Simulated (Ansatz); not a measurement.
System: ZnO, space group Fm-3m (No. 225) (cell built by us, not taken from a database).

The given structure:
```cif
data_structure
_symmetry_space_group_name_H-M 'P 1'
_symmetry_Int_Tables_number 1
_cell_length_a 3.0616
_cell_length_b 3.0616
_cell_length_c 3.0616
_cell_angle_alpha 60.000
_cell_angle_beta 60.000
_cell_angle_gamma 60.000
_cell_volume 20.29
loop_
_atom_site_label
_atom_site_type_symbol
_atom_site_fract_x
_atom_site_fract_y
_atom_site_fract_z
_atom_site_occupancy
Zn1 Zn 0.00000 0.00000 0.00000 1
O1 O 0.50000 0.50000 0.50000 1
```

One of the inputs:
```
crystal:
  lattice:
    - [0.0, 2.1429925613, 2.1429925613]
    - [2.1429925613, 0.0, 2.1429925613]
    - [2.1429925613, 2.1429925613, 0.0]
  atoms:
    - { symbol: Zn, position: [0.0, 0.0, 0.0] }
    - { symbol: O, position: [0.5, 0.5, 0.5] }
basis:
  ecutwfc: 420
kpoints:
  mp_grid: { grid: [12, 12, 12] }
hamiltonian:
  xc: pbe
scf:
  occupations: { method: gaussian, width: 0.02 }
output:
  forces: true
  stress: true
  eigenvalues: true
```

Launched with:
```bash
ansatz run input.yaml --threads 1 --pin off --max-ram 2560MiB --backend cpu --events-out ev --progress --plain --runs-dir out
```

Computed with Ansatz 0.2.0: third-order Birch-Murnaghan fit to density functional energies at scaled volumes of the given relaxed cell, shape and atoms relaxed at each volume; energies count from the fitted minimum; plane waves with PAW datasets, Γ-centred k mesh. Level: PBE, no spin polarisation.

```tsv
setting	value
wave cutoff	420 eV
k mesh	12×12×12
occupations	Gaussian
smearing width	0.02 eV
```

What does the calculation give for the energy above the minimum and pressure against volume? The volume takes the values 8.928, 9.233, 9.537, 9.842, 10.146, 10.450, 10.755, 11.160 Å³/atom.

A third-order Birch–Murnaghan fit gives V0 = 10.15 Å³/atom, B0 = 165 GPa and B′ = 4.5. The energy above the minimum is 95.6 meV/atom at volume 8.928 Å³/atom and 43.7 meV/atom at 11.160 Å³/atom; the lowest computed point is at volume 10.146 Å³/atom (0.0 meV/atom). The pressure falls from 28.27 GPa at volume 8.928 Å³/atom to −12.67 GPa at 11.160 Å³/atom, and changes sign near 10.15 Å³/atom.

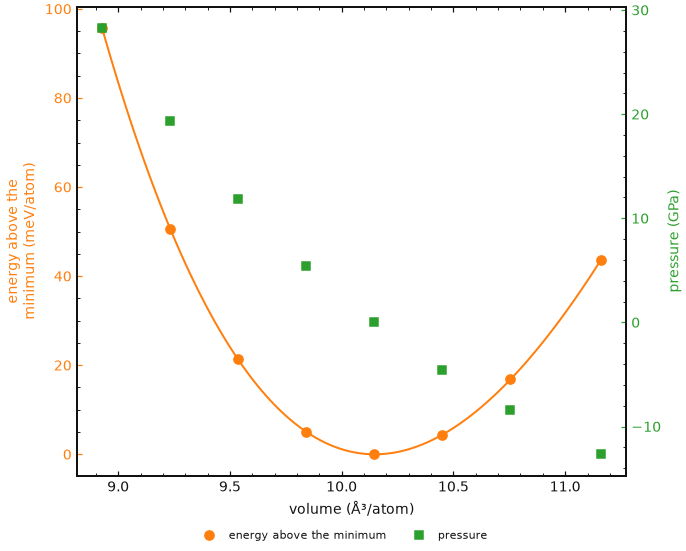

Note: a crossing between the sampled k points may be missed.
